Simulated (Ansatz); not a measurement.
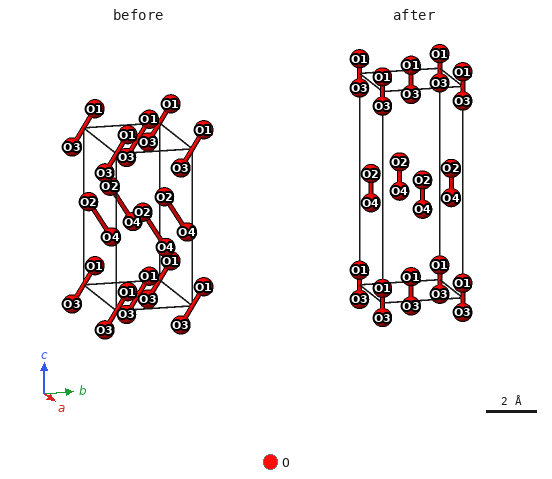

The structure of crystalline O (built on the iodine_64 type) (coarse preliminary run) before (left) and after (right) a relaxation, at one scale.

The picture is a ball-and-stick view of the conventional cell (2 times the calculation's cell), seen slightly off an axis. Lengths and directions refer to the drawn axes.

Case: iodine type (Cmce, No. 64).

The calculation used Ansatz, DFT PBE, scalar-relativistic, plane waves, PAW.

Input file:
```yaml
crystal:
  lattice:
    - [2.4209695304, -1.6000756579, 0.0]
    - [2.4209695304, 1.6000756579, 0.0]
    - [0.0, 0.0, 6.5271073763]
  atoms:
    - { symbol: O, position: [0.85, 0.15, 0.117] }
    - { symbol: O, position: [0.65, 0.35, 0.617] }
    - { symbol: O, position: [0.15, 0.85, 0.883] }
    - { symbol: O, position: [0.35, 0.65, 0.383] }
basis:
  ecutwfc: 420
kpoints:
  mp_grid: { grid: [6, 6, 4] }
hamiltonian:
  xc: pbe
scf:
  occupations: { method: gaussian, width: 0.1 }
  lower_state_search: "off"
output:
  forces: true
  stress: true
  eigenvalues: true
relax:
  adjacent_minimum: "off"
  f_tol: 0.04
  max_steps: 70
  cell: { stress_tol: 0.4 }
```

Describe what moved and what it gained.

Over 24 accepted moves (32 points after the start) the energy falls by 8.719 eV per cell of the calculation. The largest force component goes from 4.1 to 0.0042 eV/Å. Pressure: −24.41 GPa at the start and −0.01 GPa at the end. The line search rejected the trial steps at points 3, 25, 30 of the run. At 5 points the geometry stayed and the basis and grid were re-selected for the new cell (energy shift of 50.0 meV per cell of the calculation at most each time). The largest moves relative to the cell, 0.66 Å, are those of O1, O2, O3 and O4. O4 goes along [0 −3 1]. The drawn cell changes as follows: a 4.842 → 3.388 Å (−30.0 %), b 3.200 → 3.380 Å (+5.6 %), c 6.527 → 8.792 Å (+34.7 %); the volume changes by −0.5 %. Near-neighbour distances that change, for instance: O1–O3 1.804 → 1.213 Å. The space group (tolerance 0.01 Å) goes from Cmce (No. 64) to Fmmm (No. 69).
